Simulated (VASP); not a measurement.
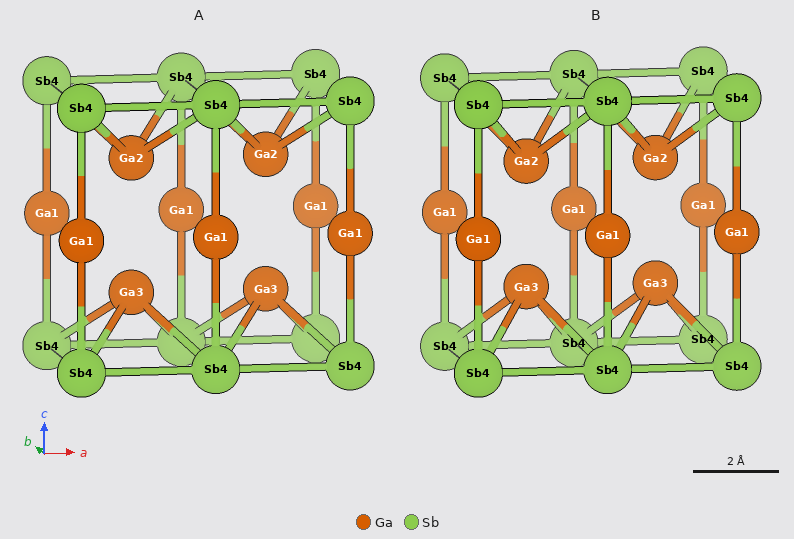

Two geometries of a crystal of Ga3Sb (a generated structure, set up in Pmmm), drawn at one scale. One is the start of a relaxation, the other its converged end. The picture is a ball-and-stick view of the cell of the calculation, repeated 2 × 1 × 1 with one cell outlined, seen slightly off an axis.

Method: VASP, Kohn-Sham DFT of a periodic cell, PBE, VASP PAW PBE potentials, recommended. Settings: plane-wave cutoff 600 eV; k-point mesh 8 × 6 × 4; occupations methfessel-paxton; smearing width 0.2 eV; no spin polarisation.

Q: Which one is relaxed?

A: Structure B is the relaxed one. The run lets cell and atoms move. The energy falls by 0.110 eV per cell of the calculation in 9 geometry steps. Largest force component: 0.39 eV/Å at the start, 0.018 eV/Å at the end. The pressure goes from −1.35 to 0.03 GPa. The largest moves relative to the cell, 0.13 Å, are those of Ga2 and Ga3. Ga3 goes along +c. Sb stays in place. The drawn cell changes as follows: a 3.222 → 3.099 Å (−3.8 %), b 4.504 → 4.398 Å (−2.4 %), c 6.314 → 6.397 Å (+1.3 %); the volume changes by −4.8 %. Near-neighbour distances that change, for instance: Sb4–Sb4 3.222 → 3.099 Å, Ga1–Sb4 3.157 → 3.198 Å, Ga2–Sb4 3.175 → 3.183 Å. Bond angles that change, for instance: Sb4–Ga2–Sb4 121.4° → 115.4°, Sb4–Ga2–Sb4 90.4° → 87.4°, Sb4–Ga2–Sb4 61.0° → 58.3°. The space group stays Pmmm (No. 47). It ran on 1 thread of Intel(R) Xeon(R) Platinum 8488C (Sapphire Rapids), with other jobs on the host.
